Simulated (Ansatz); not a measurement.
AlAs (space group F-43m, No. 216): a calculation's input that goes back to an entry of the Crystallography Open Database (an earlier step may have relaxed or displaced it).

```cif
data_structure
_symmetry_space_group_name_H-M 'F-43m'
_symmetry_Int_Tables_number 216
_cell_length_a 5.6779
_cell_length_b 5.6779
_cell_length_c 5.6779
_cell_angle_alpha 90.000
_cell_angle_beta 90.000
_cell_angle_gamma 90.000
_cell_volume 183.04
loop_
_atom_site_label
_atom_site_type_symbol
_atom_site_symmetry_multiplicity
_atom_site_Wyckoff_symbol
_atom_site_fract_x
_atom_site_fract_y
_atom_site_fract_z
_atom_site_occupancy
Al1 Al 4 a 0.00000 0.00000 0.00000 1
As1 As 4 d 0.25000 0.25000 0.75000 1
```

Describe the stacking along [111], with columns A (0, 0), B (1/3, 2/3), C (2/3, 1/3) of the hexagonal mesh spanned by (a − b)/2 and (b − c)/2.

Al(A) – As(B) – Al(B) – As(C) – Al(C) – As(A) (six layers in 9.83 Å).

As layers alone: BCA, the cubic close-packed type.

Al: three tetrahedral sites, counted in one hexagonal cell.

Polytype symbol 3C, the symbol of a tetrahedral polytype (number of double layers in the repeat and lattice).

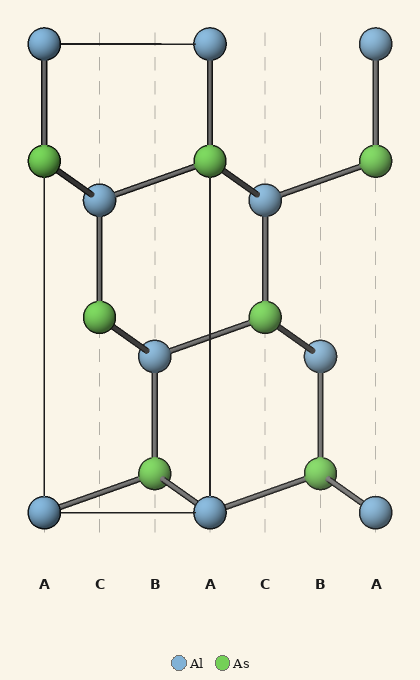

The picture looks along a close-packed row of the hexagonal mesh; [111] points upwards. The dashed lines mark the three columns A (0, 0), B (1/3, 2/3) and C (2/3, 1/3). The box is the hexagonal cell of the face-centred cubic lattice. The sequence starts with the first layer at or above the cell's origin.
